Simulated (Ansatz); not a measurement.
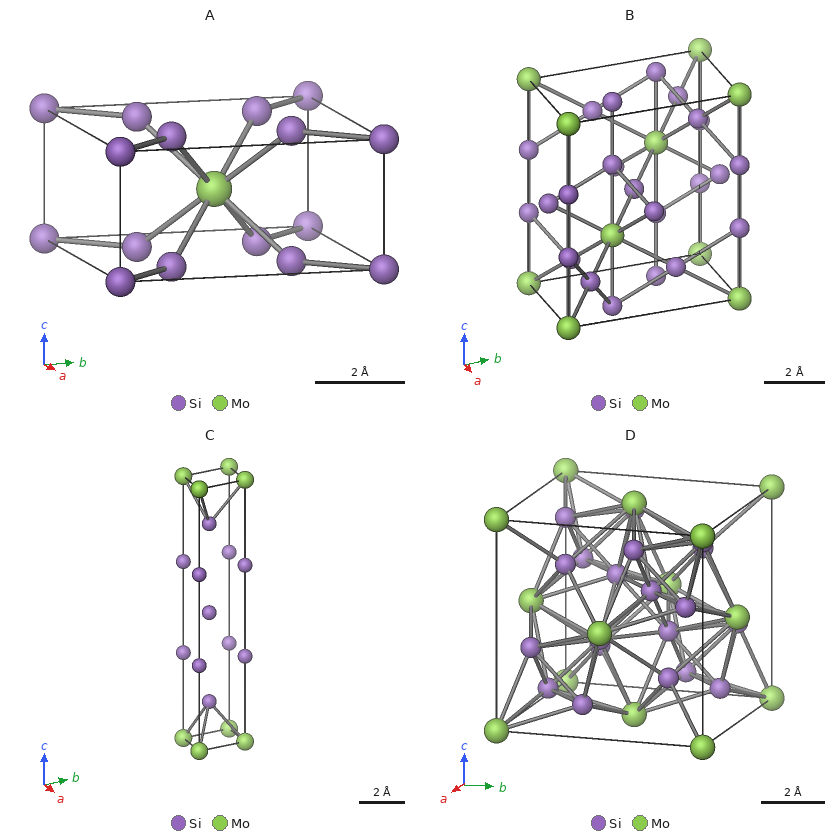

Four structures of Si₅Mo, each relaxed to rest (conventional cells in solid outline, small ones repeated, each panel with its own scale). Method: DFT PBE, scalar-relativistic, plane waves, PAW (Ansatz 0.2.0), without spin polarisation.

> Give the type and space group of each panel.

A: 6 atoms a cell on a primitive tetragonal lattice, P4/mmm; B: 18 atoms a cell on a rhombohedral (trigonal R) lattice, R-3m; C: 6 atoms a cell on a primitive hexagonal lattice, P-6m2; D: 24 atoms a cell on a face-centred cubic lattice, F-43m.

> Which of these is lowest in energy, and how far above it do the others lie?

C, then A (+97 meV/atom), D (+146 meV/atom) and B (+243 meV/atom), energies at zero smearing.

> Collect the results in a table.

| panel | structure | E − E(lowest) (meV/atom) | volume (Å³/atom) | gap (eV) |
| --- | --- | --- | --- | --- |
| C | P-6m2 | 0 | 14.8 | metal |
| A | P4/mmm | 97 | 19.0 | metal |
| D | F-43m | 146 | 14.1 | metal |
| B | R-3m | 243 | 19.3 | metal |

Some of these may be structure types tried for this composition rather than known phases, and the most stable form need not be among them. Gaps are taken on the k-mesh or band path of each run.
